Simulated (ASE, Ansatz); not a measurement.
**A script that builds twisted 1T-TiS2 bilayer, 27.80 deg (234 atoms)**

The cell is an input for a DFT calculation. Recipe: 1T-TiS2 (a = 3.41 Å) under 1T-TiS2 (a = 3.41 Å), bilayer, commensurate cell of 39 unit cells a layer, twist 27.80 deg; facing planes 3.14 Å apart; 12 Å of vacuum; layers as built, displaced by a Gaussian of 0.01 Å.

Q: How is this cell built with ASE?

build.py (ASE 3.29.0):

```python
import numpy as np
from ase import Atoms
from ase.build import make_supercell

u1 = Atoms(['Ti', 'S', 'S'], cell=[3.41, 3.41, 1, 90, 90, 120], pbc=True,
          scaled_positions=[[0/3, 0/3, 0], [1/3, 2/3, 1.43], [2/3, 1/3, -1.43]])  # z in A
cell = [21.2954, 21.2954, 120]  # common in-plane cell: a, b, gamma
layers = [(u1, [[7, 2], [-2, 5]], [0, 0], 1),
          (u1, [[7, 5], [-5, 2]], [0.867, 0.029], 1)]
gaps = [3.14, 12]
atoms, top = Atoms(), 0.0
for k, (u, M, shift, flip) in enumerate(layers):
    s = make_supercell(u, [M[0] + [0], M[1] + [0], [0, 0, 1]], wrap=False)
    z = flip * s.positions[:, 2]; f = s.get_scaled_positions(wrap=False)
    s.set_cell([cell[0], cell[1], 1, 90, 90, cell[2]]); s.set_scaled_positions(np.c_[f[:, :2] + shift, z - z.min() + top]); s.set_tags(k)
    top = s.positions[:, 2].max() + gaps[k]; atoms += s
atoms.set_cell([cell[0], cell[1], top, 90, 90, cell[2]]); atoms.pbc = True
atoms.center(axis=2)
atoms.rattle(0.01, seed=60152)
atoms.wrap()
atoms.write('structure.xyz')
print(atoms.get_chemical_formula(), len(atoms), 'atoms; cell', atoms.cell.cellpar().round(3))
```

```console
$ python build.py
S156Ti78 234 atoms; cell [ 21.295  21.295  20.86   90.     90.    120.   ]
```

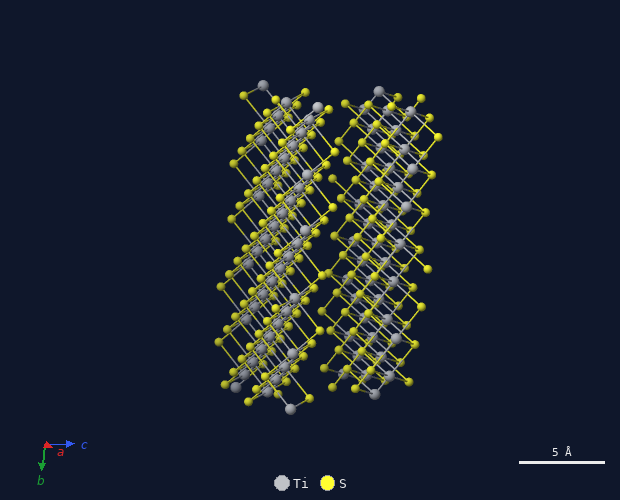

The cell, seen from the side, with the c axis across the page (titanium light grey, sulfur yellow). Some periodic images of atoms are drawn too.

The cell holds 234 atoms: 78 Ti and 156 S. Cell: a = 21.295 Å, b = 21.295 Å, c = 20.860 Å, α = 90.0°, β = 90.0°, γ = 120.0°. It derives from TiS2 (1T-TiS2). Regions: layer 1, 117 atoms (39 Ti and 78 S); layer 2, 117 atoms (39 Ti and 78 S). Vacuum lies along c.

Bonds by pair of elements; cutoffs follow the first minimum of g(r), held within bounds set by covalent radii, and pairs that aren't listed don't count as bonded:

| pair A-B | cutoff (Å) | bonds | mean length (Å) | spread (Å) | shortest (Å) | B about A | A about B |
| --- | --- | --- | --- | --- | --- | --- | --- |
| S-Ti | 3.1 | 468 | 2.43 | 0.014 | 2.40 | 3 | 6 |

How many atoms have how many bonded neighbours:

| element | mean | 3 | 6 |
| --- | --- | --- | --- |
| S | 3 | 156 | 0 |
| Ti | 6 | 0 | 78 |

[Logs are printed without paths, hosts, clocks, repeated set-up lines and the standing remarks that a program may print on its own settings, such as how far it seeks lower states.]

[Hosts, paths, dates, database ids (printed as entryN), source tags and the programs' standing remarks are cut or masked in the printed files.]
